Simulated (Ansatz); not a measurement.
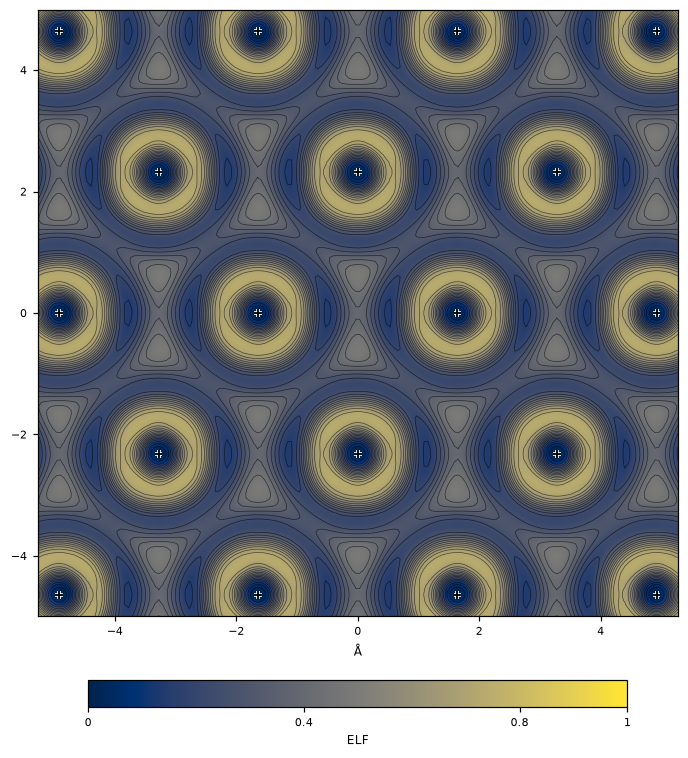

The electron localisation function on a plane through atoms (crosses mark nuclei in the plane).

All numbers below come from DFT PBEsol, scalar-relativistic, plane waves, PAW (Ansatz).

Candidates:
A. WS$_{2}$, a = 3.18 Å, b = 3.18 Å, c = 17.63 Å, α = 90.00°, β = 90.00°, γ = 120.00°. Space group P-6m2; a structure from a database of computed crystals, not necessarily the ambient phase; changed on purpose from its base cell (strain +0.000 along x and y, +0.040 along z, atoms carried along); not relaxed (largest force 1.3 eV/Å); computed pressure about −3 GPa in this cell.
B. Ta, a = 3.28 Å, b = 3.28 Å, c = 3.28 Å, α = 90.00°, β = 90.00°, γ = 90.00°. Space group Im-3m; computed without spin polarisation.
C. Pt, a = 3.17 Å, b = 4.37 Å, c = 4.59 Å, α = 90.00°, β = 90.00°, γ = 90.00°. Space group Fmmm; a structure from a database of computed crystals, not necessarily the ambient phase; changed on purpose from its base cell (strain -0.0500 x Voigt [0, 0, 0, 1, 0, 0], atoms carried along); computed pressure about −10 GPa in this cell.

**Which candidate gave the map?**

Candidate B: Ta on the (110) plane of the conventional cell, which holds Ta. Ta–Ta (2.84 Å): the ELF is about 0.30 at the midpoint; no shared electron pair shows on this line.
